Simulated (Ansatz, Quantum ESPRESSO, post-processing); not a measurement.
# Band line-up of the ZnS/Si(110) superlattice, 5 + 5 layers, a = 5.351 Å, part 2 of 2

Aim: valence and conduction offsets of the ZnS/Si(110) superlattice, 5 + 5 layers, a = 5.351 Å from the line-up of mean potentials.

Quantum ESPRESSO 7.5; plane-wave DFT, LDA, GBRV ultrasoft pseudopotentials; cross-check by Ansatz 0.2.0 with PAW datasets.

So far. Step 3 (Self-consistent run of bulk ZnS): The run needed 8 iterations to bring the estimated error under 1e-07 Ry. Step 11 (SCF with pw.x of the superlattice): The run needed 12 iterations to bring the estimated error under 1e-07 Ry; the largest force on any atom, held or free, is 0.83 eV/Å.

## (13) Planar and running averages of the superlattice

ab.avg.in

```
1
ab.pot.dat
1.0
200
3
7.1502103798
```

Launch:

```sh
$ OMP_NUM_THREADS=1 average.x < ab.avg.in > ab.avg.out
```

Elapsed: 1.3 s, on 1 MPI rank of Intel Xeon at 2.50GHz (Skylake/Cascade Lake), shared host; peak memory 0.11 GiB.

This step gave:

```
average.x's running mean in the ZnS layers, on the run's own zero                  : 2.754 eV
slope of the running mean in the ZnS layers                                        : -6.39e-5 eV/Å
mean potential by an exact Fourier window in the ZnS layers, on the run's own zero : 2.754 eV
average.x's running mean in the Si layers, on the run's own zero                   : 2.161 eV
slope of the running mean in the Si layers                                         : -1.05e-4 eV/Å
mean potential by an exact Fourier window in the Si layers, on the run's own zero  : 2.161 eV
```

Electrostatic potential energy of an electron; zero at the Fermi level; window 3.7837 Å. Table of potential energy, running mean by z:

| z (Å) | potential energy, running mean (eV) |
| --- | --- |
| 0 | -5.03 |
| 2 | -4.89 |
| 4 | -4.86 |
| 6 | -4.89 |
| 8 | -5.05 |
| 10 | -5.34 |
| 12 | -5.46 |
| 14 | -5.47 |
| 16 | -5.42 |
| 18 | -5.15 |

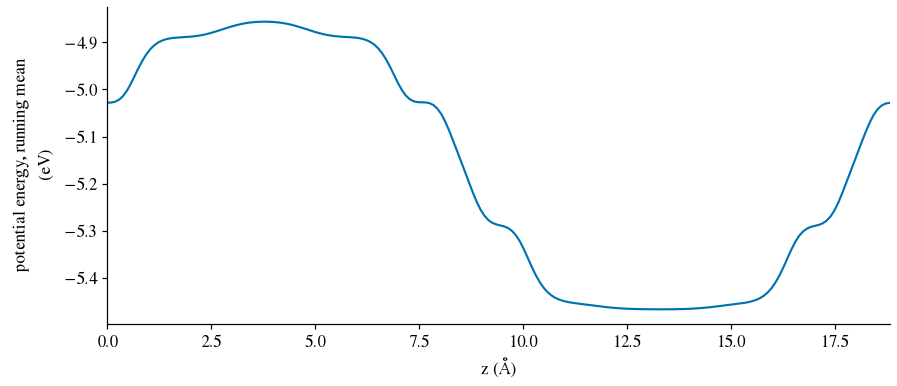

Potential energy, running mean against z.

## (14) Projections on atomic orbitals

Projections on atomic orbitals tell which layers and orbitals hold the states near the zero of energy.

pdos.in

```
&projwfc
  prefix = 'ab'
  outdir = './out'
  filpdos = 'pdos'
  Emin = 4.625
  Emax = 11.625
  DeltaE = 0.05
  ngauss = 0
  degauss = 0.006
/
```

Launch:

```sh
$ OMP_NUM_THREADS=1 mpirun -n 4 projwfc.x -in pdos.in > pdos.out
```

The job ended after 12 s (4 MPI ranks; peak memory 0.37 GiB).

This step gave:

```
spilling of the projection : 0.0033
```

The density of states has structure finer than the step of the table below, so its rows give means over 0.25 eV, whole bins alone (the curve runs from -3.00 to 2.55 eV). Peaks (eV: height): -2.900: 14.6, -2.550: 14.2, -2.150: 10.1, -1.000: 6.28, 1.000: 6.63, 1.800: 12.7, 2.350: 15.2.

Gaussian width 0.006 Ry; cut where the computed bands begin to run out. Table of density of states by energy, zero at the Fermi level; means over each step:

| energy (eV) | density of states (states/eV a cell) |
| --- | --- |
| -2.75 | 11.0 |
| -2.50 | 13.0 |
| -2.25 | 8.49 |
| -2.00 | 8.72 |
| -1.75 | 7.01 |
| -1.50 | 4.15 |
| -1.25 | 2.89 |
| -1.00 | 5.46 |
| -0.75 | 3.76 |
| -0.50 | 1.95 |
| -0.25 | 0.252 |
| 0.00 | 0 |
| 0.25 | 0.182 |
| 0.50 | 1.70 |
| 0.75 | 4.68 |
| 1.00 | 5.92 |
| 1.25 | 4.17 |
| 1.50 | 6.11 |
| 1.75 | 9.52 |
| 2.00 | 8.88 |
| 2.25 | 12.1 |

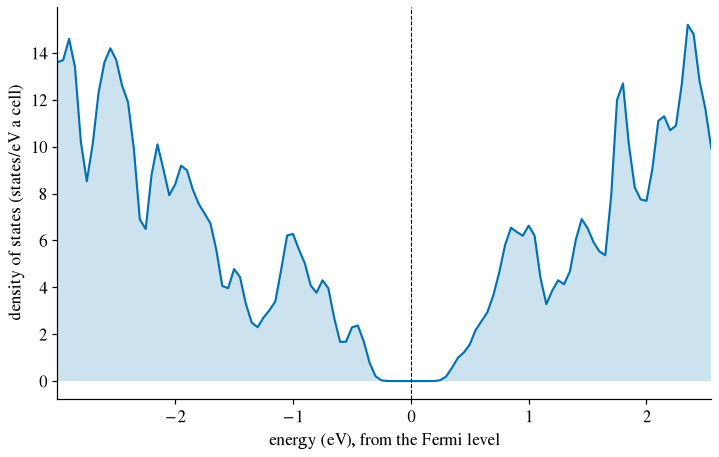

Density of states against energy.

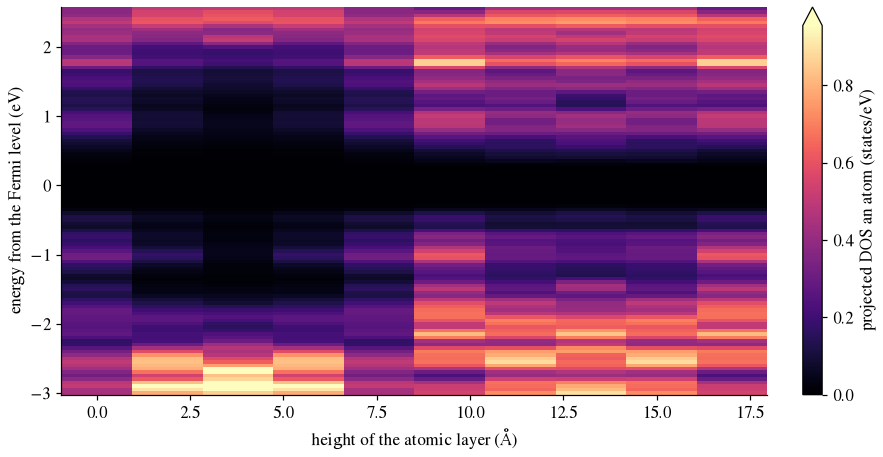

Projected DOS an atom over height of the atomic layer and energy from the Fermi level. Columns are the atomic layers from the bottom up.

Löwdin valence electrons by atom:

| atom | Löwdin valence electrons (e) |
| --- | --- |
| Zn1 | 20.1 |
| S2 | 6.0 |
| Zn3 | 20.0 |
| S4 | 6.0 |
| Zn5 | 20.0 |
| S6 | 6.0 |
| Zn7 | 20.0 |
| S8 | 6.0 |
| Zn9 | 20.1 |
| S10 | 6.0 |
| Si11 | 3.7 |
| Si12 | 4.0 |
| Si13 | 3.9 |
| Si14 | 4.0 |
| Si15 | 4.0 |
| Si16 | 4.0 |
| Si17 | 3.9 |
| Si18 | 4.0 |
| Si19 | 3.7 |
| Si20 | 4.0 |

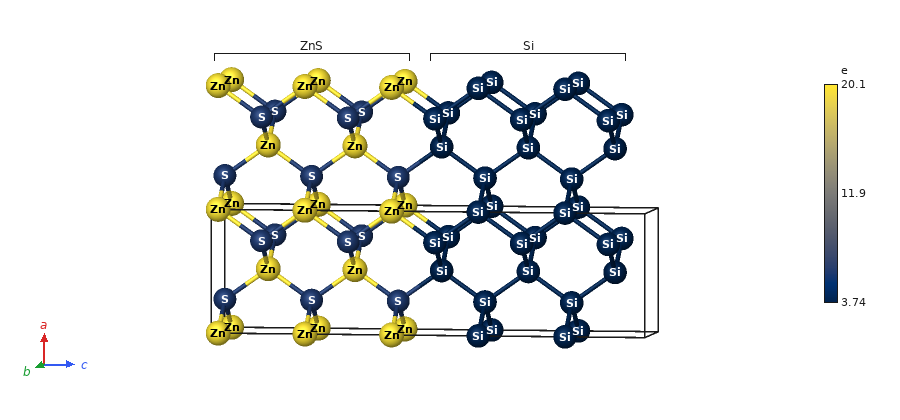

Atoms coloured by Löwdin valence electrons. 2×1×1 cells are drawn. Some periodic images of atoms are drawn too.

The atomic orbitals miss 0.3 % of the occupied states; for empty states the projections can miss much more.

## (15) The line-up

Each edge is taken over its own crystal's mean potential and then placed on the mean potential of those layers in the superlattice:

| crystal | valence top − mean (eV) | conduction bottom − mean (eV) | mean in the superlattice (eV) |
| --- | --- | --- | --- |
| ZnS | 3.284 | 5.263 | 2.754 |
| Si | 5.168 | 5.564 | 2.161 |

Valence offset = (5.168 + 2.161) − (3.284 + 2.754) = 1.292 eV; conduction offset = -0.292 eV.

## (16) Cross-check with Ansatz of bulk ZnS

As a check, the same structure is run in Ansatz.

Level of this step: plane-wave DFT, LDA, Ansatz PAW (Ansatz 0.2.0).

input.yaml

```yaml
crystal:
  lattice:
    - [5.351, 0.0, 0.0]
    - [0.0, 3.7837283861, 0.0]
    - [0.0, 0.0, 3.7837283861]
  atoms:
    - { symbol: Zn, position: [0.0, 0.0, 0.0] }
    - { symbol: S, position: [0.25, 0.5, 0.0] }
    - { symbol: Zn, position: [0.5, 0.5, 0.5] }
    - { symbol: S, position: [0.75, 0.0, 0.5] }
kpoints:
  mp_grid: { grid: [6, 8, 8] }
hamiltonian:
  xc: lda
scf:
  occupations: { method: fermi_dirac, width: 0.02 }
  convergence: { dr2_threshold: 1.0e-08 }
output:
  eigenvalues: true
checkpoint:
  write: az.a.run
  compress: false
  write_wavefunctions: false
```

Launch:

```sh
$ ansatz run input.yaml --threads 4 --pin off --max-ram 8192MiB --backend cpu --events-out ev --progress --plain --runs-dir out
```

It took 5.3 s on 4 threads; peak memory 0.39 GiB; 17 s of CPU time.

This step gave:

| Item | Value |
| --- | --- |
| free energy | -8234.8603 eV |
| Fermi energy | 6.904 eV |
| gap by band count | 1.988 eV |
| symmetry operations | 16 |

## (17) Cross-check with Ansatz of bulk Si

input.yaml, the sections that differ from step 16:

```yaml
crystal:
  lattice:
    - [5.351, 0.0, 0.0]
    - [0.0, 3.7837283861, 0.0]
    - [0.0, 0.0, 3.7837283861]
  atoms:
    - { symbol: Si, position: [0.0, 0.0, 0.0] }
    - { symbol: Si, position: [0.25, 0.5, 0.0] }
    - { symbol: Si, position: [0.5, 0.5, 0.5] }
    - { symbol: Si, position: [0.75, 0.0, 0.5] }
checkpoint:
  write: az.b.run
  compress: false
  write_wavefunctions: false
# kpoints, hamiltonian, scf, output: as in step 16
```

It took 2.6 s on 4 threads; peak memory 0.37 GiB; 6.5 s of CPU time.

Numbers from this step:

| Item | Value |
| --- | --- |
| free energy | -2434.5708 eV |
| Fermi energy | 6.725 eV |
| gap by band count | 0.3930 eV |
| symmetry operations | 32 |

## (18) Offsets by Ansatz's align-bands

Level of this step: band offsets by ansatz align-bands; plane-wave DFT, LDA, Ansatz PAW (Ansatz 0.2.0).

align.yaml

```yaml
offset:
  left:
    bulk: { run: az.a.run }
    window: [1.891864193065, 5.675592579194]
    period: 3.783728386129
  right:
    bulk: { run: az.b.run }
    window: [11.35118515839, 15.13491354452]
    period: 3.783728386129
  interface: { run: relax.run, axis: 3 }
```

Launch:

```sh
$ ansatz align-bands align.yaml -- --threads 4 --pin off
```

Elapsed: 0.15 s, on 4 threads.

The input was rejected at the start.

The program's message: “Error: offset.right.bulk (az.b.run): the run's report holds no band edges: run a crystal with a gap at scf.occupations.method: fixed (a smearing can hide a gap that it is not narrow beside), with an e …”

## (19) Self-consistent run of bulk Si, with degauss = 0.03

How much does a setting matter? One run is repeated with a change.

Level of this step: plane-wave DFT, LDA, GBRV ultrasoft pseudopotentials (Quantum ESPRESSO 7.5).

b.w0.in

```
&control
  prefix = 'b.w0'
  outdir = './out'
  pseudo_dir = './pseudo'
  calculation = 'scf'
  tprnfor = .true.
/
&system
  ibrav = 0
  nat = 4
  ntyp = 1
  ecutwfc = 40
  ecutrho = 200
  occupations = 'smearing'
  smearing = 'fd'
  degauss = 0.03
/
&electrons
  conv_thr = 1e-07
  mixing_beta = 0.5
  electron_maxstep = 120
/
ATOMIC_SPECIES
  Si  28.0850  si_lda_v1.uspp.F.UPF
CELL_PARAMETERS angstrom
  5.35100000000000 0.00000000000000 0.00000000000000
  0.00000000000000 3.78372838612922 0.00000000000000
  0.00000000000000 0.00000000000000 3.78372838612922
ATOMIC_POSITIONS crystal
  Si  0.000000000000 0.000000000000 0.000000000000
  Si  0.250000000000 0.500000000000 0.000000000000
  Si  0.500000000000 0.500000000000 0.500000000000
  Si  0.750000000000 0.000000000000 0.500000000000
K_POINTS automatic
  6 8 8 0 0 0
```

Launch:

```sh
$ OMP_NUM_THREADS=1 mpirun -n 4 pw.x -nk 4 -in b.w0.in > b.w0.out
```

Elapsed: 18 s, on 4 MPI ranks; peak memory 0.34 GiB; 67 s of CPU time.

The changed values were drawn from a wide range, not chosen for quality; the comparison shows what they did here together.

Beside the run it was changed from:

| quantity | this run | unchanged run | difference |
| --- | --- | --- | --- |
| free energy (eV) | -524.2024 | -524.0871 | -0.12 |
| wall time (s) | 18 | 18 |  |
| SCF iterations | 7 | 7 |  |

The free energy moves by -29 meV an atom.

The free energy holds the smearing's entropy term, so it moves with degauss by construction.

## (20) SCF with pw.x of bulk Si, with electron_maxstep = 5

Another try, with an input changed as a hurried user might.

b.bad.in

```
&control
  prefix = 'b.bad'
  outdir = './out'
  pseudo_dir = './pseudo'
  calculation = 'scf'
  tprnfor = .true.
/
&system
  ibrav = 0
  nat = 4
  ntyp = 1
  ecutwfc = 40
  ecutrho = 200
  occupations = 'smearing'
  smearing = 'fd'
  degauss = 0.002
/
&electrons
  conv_thr = 1e-07
  mixing_beta = 0.5
  electron_maxstep = 5
/
ATOMIC_SPECIES
  Si  28.0850  si_lda_v1.uspp.F.UPF
CELL_PARAMETERS angstrom
  5.35100000000000 0.00000000000000 0.00000000000000
  0.00000000000000 3.78372838612922 0.00000000000000
  0.00000000000000 0.00000000000000 3.78372838612922
ATOMIC_POSITIONS crystal
  Si  0.000000000000 0.000000000000 0.000000000000
  Si  0.250000000000 0.500000000000 0.000000000000
  Si  0.500000000000 0.500000000000 0.500000000000
  Si  0.750000000000 0.000000000000 0.500000000000
K_POINTS automatic
  6 8 8 0 0 0
```

Launch:

```sh
$ OMP_NUM_THREADS=1 mpirun -n 4 pw.x -nk 4 -in b.bad.in > b.bad.out
```

Elapsed: 13 s, on 4 MPI ranks; peak memory 0.34 GiB.

The run ended without convergence. The estimated SCF accuracy went from 0.124 Ry in the first cycle kept to 6.7e-07 Ry at best and 6.7e-07 Ry in the last. The change made on purpose: too few SCF iterations.

More iterations help only where the error still falls; otherwise the mixing, the start or the set-up has to change.

## (21) Outcome

```
valence top of Si less that of ZnS       : 1.29 eV
conduction bottom of Si less that of ZnS : -0.29 eV
gap of bulk ZnS along the path           : 1.98 eV
gap of bulk Si along the path            : 0.40 eV
```

The valence top of Si lies 1.29 eV above that of ZnS, and its conduction bottom 0.29 eV below (LDA, GBRV ultrasoft). At this level the alignment is straddling (type I): one gap lies inside the other. The conduction bottom lies at Γ in ZnS and on the line from Γ to X in Si, so the conduction offset joins unlike valleys. The atoms are held on ideal sites, so the interface is not relaxed. The thickness of the layers was not varied. Both crystals are held cubic at a = 5.351 Å, a typed value between or near their lattice constants, which no run here tested; a real film grown on one of them would be clamped in the plane and relax along the normal. Semilocal gaps are too small and can put the valleys in the wrong order, which spoils the conduction offset more than the valence offset.

Computed beside measured:

| quantity | measured | LDA, GBRV ultrasoft |
| --- | --- | --- |
| valence-band offset (size of the offset at ZnS/Si) (eV) | 1.52 | 1.29 (-0.23 eV) |

Measured values from arxiv:2401.02021 (2024).

Verdict: The valence-band offset is off by -0.23 eV: good agreement. The grades are ours: good and fair within 20 and 40 % for the valence-band offset. For valence-band offset the calculation has a static lattice, without zero-point motion or thermal motion.

[Logs are printed without paths, hosts, clocks, repeated set-up lines and the standing remarks that a program may print on its own settings, such as how far it seeks lower states.]

[Hosts, paths, dates, database ids (printed as entryN), source tags and the programs' standing remarks are cut or masked in the printed files.]

[Maps of the electrostatic potential energy from Ansatz leave out the sawtooth potential of an applied field or a dipole correction, so their vacuum need not be flat; planar profiles and work functions include it.]
